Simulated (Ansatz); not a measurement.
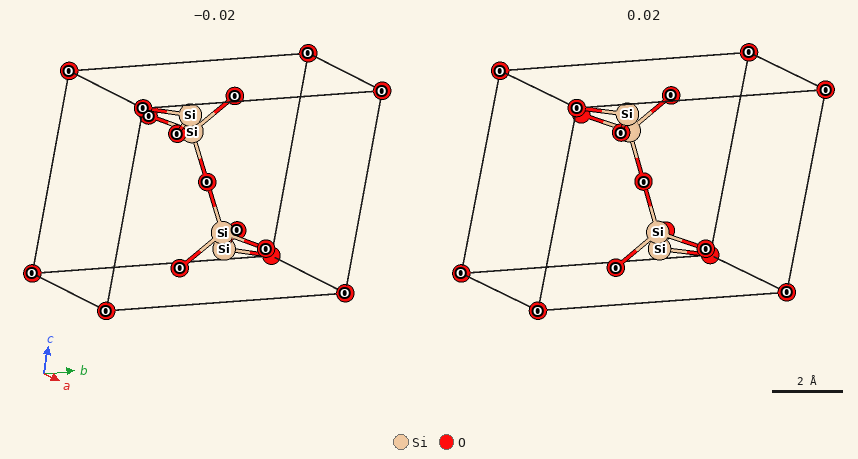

A crystal of SiO2 (set up in Imma), under strain along c alone (the other axes held, atoms relaxed), with energies (extrapolated to zero smearing) counted from the relaxed crystal, which is the row at zero. The picture shows the first and the last member. Style: ball-and-stick. Shown: the cell of the calculation, reduced to other axes, slightly off an axis. Lengths and directions refer to the drawn axes.

Computed with Ansatz 0.2.0: DFT r2SCAN, scalar-relativistic, plane waves, PAW. Settings: plane-wave cutoff 500 eV; k-point mesh 6 × 6 × 6; occupations gaussian; smearing width 0.02 eV; no spin polarisation; atoms relaxed in a fixed cell; force threshold 0.008 eV/Å.

| strain | energy (meV/atom) | a (Å) | b (Å) | c (Å) | band gap (eV) |
| --- | --- | --- | --- | --- | --- |
| −0.02 | 2.16 | 5.233 | 6.890 | 7.024 | 6.23 |
| −0.01 | 0.66 | 5.240 | 6.960 | 7.027 | 6.19 |
| 0.0 | 0.00 | 5.247 | 7.030 | 7.030 | 6.18 |
| 0.01 | ? | ? | ? | ? | ? |
| 0.02 | 3.53 | 5.262 | 7.171 | 7.036 | 6.15 |

**One row is withheld. What does the calculation give there?**

A parabola through three neighbouring rows (−0.01, 0.0, 0.02) gives, with Lagrange weights, (−0.3333)(0.66) + (1.0000)(0.00) + (0.3333)(3.53) = 0.96 meV/atom. The calculation gives 0.87 meV/atom (a = 5.254 Å, b = 7.100 Å, c = 7.033 Å). The estimate is 0.09 meV/atom too high. For the gap a parabola through the rows −0.01, 0.0, 0.02 gives 6.17 eV, and the calculation 6.17 eV (semilocal gaps, lower than measured ones as a rule). From the first member to the last: O–Si 1.605 → 1.619 Å, O–Si 1.594 → 1.605 Å.

The whole series:

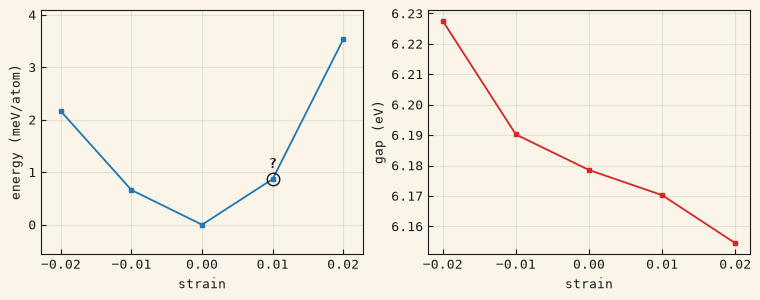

Each member starts from this one structure; whether another phase lies lower wasn't checked.
